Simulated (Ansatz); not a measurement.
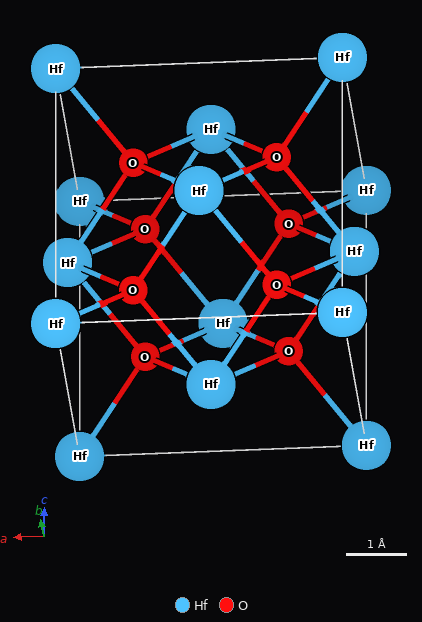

**Figure 1.** The structure as given in the input (ball-and-stick view of the cell 4 times as large as that of the calculation, set on its symmetry axes, seen at an oblique angle).

Band-structure calculation, with input and output: HfO2

The run: band-structure calculation of HfO2 (Fm-3m, 3 atoms in the cell). Method and program: DFT, PBE, plane waves, PAW, no spin polarisation (Ansatz 0.2.0).

The structure was built on a prototype by a generator. The geometry comes from this level: r2SCAN (a point of a series of strains). It belongs to a series of runs on one base structure; here: hydrostatic strain -4.0%.

**Output**
```
scf.n_extra_bands = 4 over 19 filled bands (N_el = 38.0): the run solves 23 bands
Engine: ansatz 0.2.0, x86_64-unknown-linux-gnu
Pseudopotentials: kind: paw
Pseudopotential: Hf, paw, valence charge 26, recommended cutoff 420 eV (normal), Hf.paw.azcp
Pseudopotential: O, paw, valence charge 6, recommended cutoff 420 eV (normal), O.paw.azcp
Functional definition: PBE
  parameter kappa = 0.804
  parameter beta = 0.06672455060314922
  exchange = pbe_x(kappa = kappa, mu = beta*pi^2/3)
  correlation = pbe_c(beta = beta)
Crystal: 3 atoms, lattice volume = 28.628 Å³
Basis set: ecut = 420 eV, 537 PW (Γ), exchange–correlation on 48×48×48 points (8 copies of the dense FFT grid, shifted against one another)
Bands: 23, of which v1, the nominal top of the filled ones, is band 19 counted from 1 (18 counted from 0)
Symmetry: 48 space group operations
Space group: Fm-3m (ITA 225), of the structure as read, at distance tolerance 3.1e-5 Å
k-points: 29 of 512
Non-local potential: Hf, projectors of the file, l = 0: 3, l = 1: 2, l = 2: 2, l = 3: 3
Non-local potential: O, projectors of the file, l = 0: 2, l = 1: 2, l = 2: 1
PAW form: soft (Blöchl's): semilocal exchange-correlation on the pseudo side does not see the compensation charge
PAW one-centre angular grid: Hf, 590 points (default); XC on 64 Gauss nodes
PAW one-centre angular grid: O, 110 points (default); XC on 64 Gauss nodes
Initial density: superposition of atomic densities (neutral atoms: chi_scale 0, normalization atom), corrected by the library's trained network
Initial wavefunctions: pseudopotential atomic-orbital guess
Functional: x = pbe(κ = 0.804, μ = 0.2195149727645171), c = pbe(β = 0.06672455060314922)
SCF iter   1: F=—  HF=-16860.808976 eV  |F-HF|=—  |Δ(HF+E_count)|=         —  Δρ=3.15e-3  dr2=1.68e-3  ethr=1.77e-3  ⟨swp⟩=5.3  Hψ=2553  notcnv=0
preconditioner: auto → none  [insulator: Δε(μ)=4.100 eV  Ē_g=18.942 eV  σ=0.020 eV  W_gap=1.00  n_scr=14 (ndim 8)  ℏωp=41.6 eV  f_vac=0.054  D(μ)=0.00/eV (n_scr^D=0)  ε∞_Penn≈5.8]
SCF iter   2: F=—  HF=-16860.809772 eV  |F-HF|=—  |Δ(HF+E_count)|=   7.96e-4  Δρ=2.07e-3  dr2=5.78e-4  ethr=4.41e-6  ⟨swp⟩=2.0  Hψ=1461  notcnv=0
SCF iter   3: F=—  HF=-16860.809935 eV  |F-HF|=—  |Δ(HF+E_count)|=   1.64e-4  Δρ=9.16e-4  dr2=1.16e-4  ethr=1.52e-6  ⟨swp⟩=2.0  Hψ=1138  notcnv=0
SCF iter   4: F=—  HF=-16860.810049 eV  |F-HF|=—  |Δ(HF+E_count)|=   1.14e-4  Δρ=3.79e-4  dr2=1.87e-5  ethr=3.06e-7  ⟨swp⟩=3.0  Hψ=1277  notcnv=0
SCF iter   5: F=—  HF=-16860.810067 eV  |F-HF|=—  |Δ(HF+E_count)|=   1.78e-5  Δρ=9.12e-5  dr2=1.24e-6  ethr=4.92e-8  ⟨swp⟩=2.7  Hψ=1236  notcnv=0
SCF iter   6: F=—  HF=-16860.810068 eV  |F-HF|=—  |Δ(HF+E_count)|=   1.23e-6  Δρ=2.53e-5  dr2=7.29e-8  ethr=2.63e-10  ⟨swp⟩=6.4  Hψ=4825  notcnv=0
SCF iter   7: F=-16860.810068 eV  HF=-16860.810068 eV  |F-HF|=1.08e-8  |Δ(HF+E_count)|=   6.08e-8  Δρ=4.78e-6  dr2=4.30e-9  ethr=1.92e-10  ⟨swp⟩=9.1  Hψ=4745  notcnv=0
SCF 1 converged in 7 iterations: F = -16860.810068 eV  dr2 = 4.30e-9
  greatest PAW one-centre occupation: 0.999 electrons in one spin orbital (limit 2), on the Hf atom at site 0 (counted from 0), in its partial waves of l = 3
NSCF: frozen V_eff on 7 k-points
SCF converged after 7 iterations
Free energy (F): -16860.810068 eV
Harris-Foulkes:  -16860.810068 eV  (|F-HF|=1.08e-8)
Internal energy: -16860.810068 eV  (E = F + TS)
E sigma→0 (E₀):  -16860.810068 eV
Fermi energy:    20.915983 eV
--- Per-component energies (eV) ---
  E_band       = 166.733554
  E_kinetic    = 785.830566
  E_local      = -5358.507767  (includes V_loc(G=0)·N_el)
  E_nonlocal   = -1145.106999
  E_hartree    = 2497.522409
  E_xc         = -451.525186
  E_vxc        = -459.901690  (∫ρ·V_xc dr)
  E_paw        = -7246.029844  (= ΣΔE_a)
  E_vpaw       = 1349.371751  (= ΣTr[D̂ρ^β])
  E_aug_tail   = 0.005004  (compensation charges beyond the density's cutoff)
  E_ewald      = -5942.998252
  E_smearing   = -0.000000  (= −TS)
  E_closure    = -0.000000  (closes the sum)
  Σ components = -16860.810068   (vs F -16860.810068, Δ=0.00e0)
--- Forces (eV/Å), atoms counted from 1 ---
  atom   1  Hf    -0.00000000     0.00000000     0.00000000
  atom   2  O      0.00000000    -0.00000000    -0.00000000
  atom   3  O      0.00000000     0.00000000     0.00000000
  max |Σ_I F_I| component: 1.16e-17 eV/Å
--- Stress (GPa, compression-positive) ---
       48.624426      -0.000000       0.000000
       -0.000000      48.624426      -0.000000
        0.000000       0.000000      48.624426
  P = ⅓ Tr σ = 48.6244 GPa (486.244 kbar)
--- Band table (eV; the first three rows and the last of 29) ---
  k-point 0: bands = ["-41.5987", "-10.2052", "-10.2052", "-10.2052", "-0.7792", "2.6779", "8.5833", "8.5833", "8.5833", "8.6879", "8.6879", "8.6879", "8.9724", "12.5870", "12.5870", "12.5870", "18.1849", "18.1849", "18.1849", "22.9959", "22.9959", "25.6536", "30.9826"]
  k-point 1: bands = ["-41.5944", "-10.3357", "-10.2183", "-10.2183", "-0.4907", "2.4866", "8.5885", "8.5889", "8.5889", "8.6765", "8.6765", "8.6882", "8.8862", "12.7721", "12.7721", "13.1606", "17.7188", "17.8394", "17.8394", "23.3744", "23.3744", "26.2390", "30.0636"]
  k-point 2: bands = ["-41.5841", "-10.6288", "-10.2498", "-10.2498", "0.1477", "2.1491", "8.5991", "8.5991", "8.6071", "8.6572", "8.6572", "8.6887", "8.7585", "13.2127", "13.2127", "14.4105", "16.7631", "17.2478", "17.2478", "23.9299", "23.9299", "26.6849", "29.4867"]
  k-point 28: bands = ["-41.5596", "-10.7497", "-10.7497", "-10.4312", "1.7117", "1.7117", "8.6027", "8.6058", "8.6314", "8.6314", "8.6390", "8.6788", "8.6788", "12.9501", "13.0955", "15.9856", "15.9856", "17.1782", "18.6188", "24.1568", "24.6141", "27.1139", "27.1139"]
```

**File bands.tsv**
```
# k_distance	band_0	band_1	band_2	band_3	band_4	band_5	band_6	band_7	band_8	band_9	band_10	band_11	band_12	band_13	band_14	band_15	band_16	band_17	band_18	band_19	band_20	band_21	band_22
# fermi_ev = 20.915983
# lock_threshold_ev = 1e-6
# [0, 0, 0] at k_distance = 0.000000
# [0.5, 0, 0.5] at k_distance = 1.293893
# [0.625, 0.25, 0.625] at k_distance = 1.751354
# [0.375, 0.375, 0.75] at k_distance = 2.543698
# [0.5, 0.5, 0.5] at k_distance = 3.336043
# [0.5, 0.25, 0.75] at k_distance = 4.250964
# [0, 0.5, 0.5] at k_distance = 5.697581
# levels_relative_to = fermi_ev
# free_energy_ev = -16860.810068
# largest_residual_norms_ev = 7.002e-4 7.192e-4 7.270e-4 7.973e-4 2.318e-4 1.100e-3 6.984e-4 9.023e-4 9.879e-4 1.156e-3 9.574e-4 1.146e-3 7.928e-4 3.700e-4 7.352e-4 9.500e-4 1.484e-3 1.458e-3 1.816e-3 1.179e-3 9.909e-4 1.059e-3 1.454e-3
0.000000	-62.514722	-31.121141	-31.121141	-31.121141	-21.695213	-18.238123	-12.332720	-12.332720	-12.332720	-12.228041	-12.228041	-12.228041	-11.943598	-8.329029	-8.329029	-8.329029	-2.731052	-2.731052	-2.731052	2.079924	2.079924	4.737649	10.066579
1.293893	-62.475617	-31.964093	-31.342045	-31.342045	-19.702081	-18.745707	-12.309243	-12.304135	-12.304135	-12.273903	-12.264618	-12.264618	-12.197722	-9.488475	-5.797087	-5.797087	-3.907386	-3.907386	-2.042030	2.043951	4.115639	5.807787	7.268142
1.751354	-62.476432	-31.800582	-31.544408	-31.299228	-19.506779	-18.961090	-12.312171	-12.307370	-12.299239	-12.277551	-12.261959	-12.256114	-12.220251	-8.669493	-6.530375	-5.741350	-4.728057	-3.562237	-2.437650	2.660051	4.030664	6.055932	6.671603
2.543698	-62.476432	-31.800582	-31.544408	-31.299228	-19.506779	-18.961090	-12.312171	-12.307370	-12.299239	-12.277551	-12.261959	-12.256114	-12.220251	-8.669493	-6.530375	-5.741350	-4.728057	-3.562237	-2.437650	2.660051	4.030664	6.055932	6.671603
3.336043	-62.485334	-31.917123	-31.209759	-31.209759	-20.300952	-18.650782	-12.322102	-12.322102	-12.284409	-12.256501	-12.256501	-12.226435	-12.223345	-7.164737	-7.164737	-5.373032	-5.040599	-4.025095	-4.025095	2.989423	2.989423	6.197953	7.355505
4.250964	-62.475592	-31.665701	-31.665701	-31.347171	-19.204296	-19.204296	-12.313296	-12.310228	-12.284537	-12.284537	-12.276936	-12.237199	-12.237199	-7.965866	-7.820482	-4.930358	-4.930358	-3.737800	-2.297142	3.240770	3.698154	6.197935	6.197935
5.697581	-62.475617	-31.964093	-31.342045	-31.342045	-19.702081	-18.745707	-12.309243	-12.304135	-12.304135	-12.273903	-12.264618	-12.264618	-12.197722	-9.488475	-5.797087	-5.797087	-3.907386	-3.907386	-2.042030	2.043951	4.115639	5.807787	7.268142
```

**File rho_z.tsv**
```
# z_ang	rho[e/angstrom^3]
# format = ansatz-planar-average/11
# lattice	0.000000000	2.428015026	2.428015026
# lattice	2.428015026	0.000000000	2.428015026
# lattice	2.428015026	2.428015026	0.000000000
# sites	3
# site	72	0.000000000	0.000000000	0.000000000
# site	8	1.214007513	1.214007513	1.214007513
# site	8	3.642022540	3.642022540	3.642022540
0.000000	2.889018e0
0.143072	2.768346e0
0.286144	2.453243e0
0.429216	2.049540e0
0.572289	1.657284e0
0.715361	1.332142e0
0.858433	1.081918e0
1.001505	8.850541e-1
1.144577	7.160041e-1
1.287649	5.646546e-1
1.430722	4.417757e-1
1.573794	3.646210e-1
1.716866	3.392475e-1
1.859938	3.646210e-1
2.003010	4.417757e-1
2.146082	5.646546e-1
2.289155	7.160041e-1
2.432227	8.850541e-1
2.575299	1.081918e0
2.718371	1.332142e0
2.861443	1.657284e0
3.004515	2.049540e0
3.147587	2.453243e0
3.290660	2.768346e0
```

**File v_z.tsv**
```
# z_ang	v_es[eV]	v_tot[eV]
# format = ansatz-planar-average/11
# xc	pbe
# density_cutoff_ev	1680
# datasets	Hf=:simpson_from_first_knot:soft	O=:simpson_from_first_knot:soft
# lattice	0.000000000	2.428015026	2.428015026
# lattice	2.428015026	0.000000000	2.428015026
# lattice	2.428015026	2.428015026	0.000000000
# sites	3
# site	72	0.000000000	0.000000000	0.000000000
# site	8	1.214007513	1.214007513	1.214007513
# site	8	3.642022540	3.642022540	3.642022540
0.000000	7.922704e0	-7.593095e0
0.143072	7.433487e0	-8.002932e0
0.286144	6.686327e0	-8.451849e0
0.429216	6.335457e0	-8.326615e0
0.572289	6.537902e0	-7.528802e0
0.715361	7.451592e0	-5.924612e0
0.858433	9.059707e0	-3.608659e0
1.001505	1.116805e1	-7.039585e-1
1.144577	1.347372e1	2.308909e0
1.287649	1.569337e1	4.962999e0
1.430722	1.767038e1	7.352516e0
1.573794	1.934114e1	9.356596e0
1.716866	2.012862e1	1.023300e1
1.859938	1.934114e1	9.356596e0
2.003010	1.767038e1	7.352516e0
2.146082	1.569337e1	4.962999e0
2.289155	1.347372e1	2.308909e0
2.432227	1.116805e1	-7.039585e-1
2.575299	9.059707e0	-3.608659e0
2.718371	7.451592e0	-5.924612e0
2.861443	6.537902e0	-7.528802e0
3.004515	6.335457e0	-8.326615e0
3.147587	6.686327e0	-8.451849e0
3.290660	7.433487e0	-8.002932e0
```

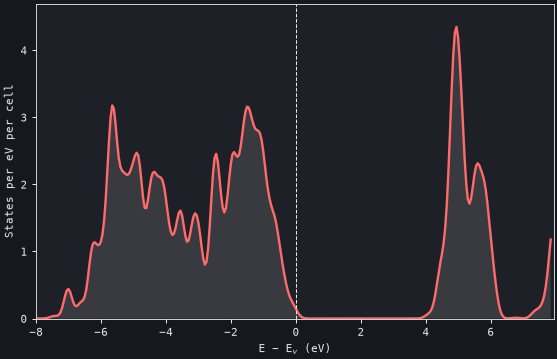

**Figure 2.** Density of states (the curve is built from the levels of the k mesh with Gaussians 0.3 eV wide, which also blur the band edges), with energies from the valence-band top. There is a gap of 4.09 eV on the k-point mesh. Small ripples come from the finite k-point mesh.

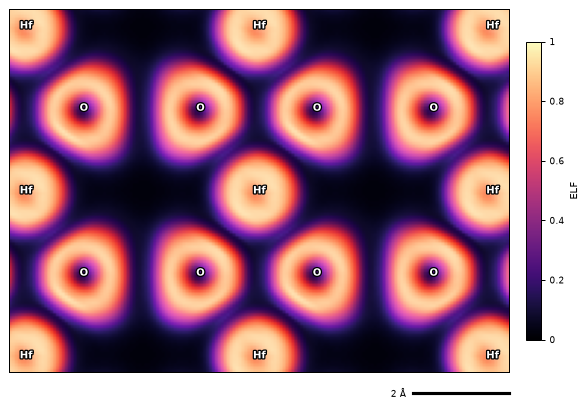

**Figure 3.** Electron localisation function on the (011) plane of the conventional cell. Hf–O (2.10 Å): the ELF peaks at about 0.85 in the valence shell of O, 0.6 Å from its nucleus, and drops to about 0.20 between the two atoms. The strong features right at Hf lie inside the PAW spheres (semicore, d or f shells) and say nothing about bonding. The fields are those of the smooth PAW valence density.

This output came from the following input.

**Input file**
```yaml
crystal:
  lattice:
    - [0.0, 2.4280150264, 2.4280150264]
    - [2.4280150264, 0.0, 2.4280150264]
    - [2.4280150264, 2.4280150264, 0.0]
  atoms:
    - { symbol: Hf, position: [0.0, 0.0, 0.0] }
    - { symbol: O, position: [0.25, 0.25, 0.25] }
    - { symbol: O, position: [0.75, 0.75, 0.75] }
kpoints:
  mp_grid: { grid: [8, 8, 8] }
  band_path:
    path:
      - [0.0, 0.0, 0.0]
      - [0.5, 0.0, 0.5]
      - [0.625, 0.25, 0.625]
      - [0.375, 0.375, 0.75]
      - [0.5, 0.5, 0.5]
      - [0.5, 0.25, 0.75]
      - [0.0, 0.5, 0.5]
    npoints: 1
hamiltonian:
  xc: pbe
scf:
  occupations: { method: fermi_dirac, width: 0.02 }
  n_extra_bands: 4
output:
  forces: true
  stress: true
  eigenvalues: true
  write_density: true
  write_potential: true
  elf: true
  volumetric_format: npy
```

Launch command:
```bash
ansatz run input.yaml --threads 4 --pin off --max-ram 4608MiB --backend cpu --events-out ev --progress --plain --runs-dir out
```

**Key numbers**

| quantity | value |
| --- | --- |
| outcome | converged |
| space group (tolerance 0.01 Å) | Fm-3m (225) |
| electrons treated | 38 |
| free energy | −16860.8101 eV |
| Fermi energy | 20.916 eV |
| gap on the k-point mesh | 4.09 eV |
| pressure | 48.62 GPa |
| largest force (length of the vector) | under 0.001 eV/Å |
| hardware | 4 threads of Intel Xeon @ 2.70GHz, 189 GiB of memory available, shared host |
| wall time | 1.1 s (CPU time 2.6 s) |
| peak memory | 0.34 GiB |

**Notes**

Spin–orbit coupling is left out, which matters for Hf. The cell is under a pressure of 49 GPa at this level, so it is not at its equilibrium volume.
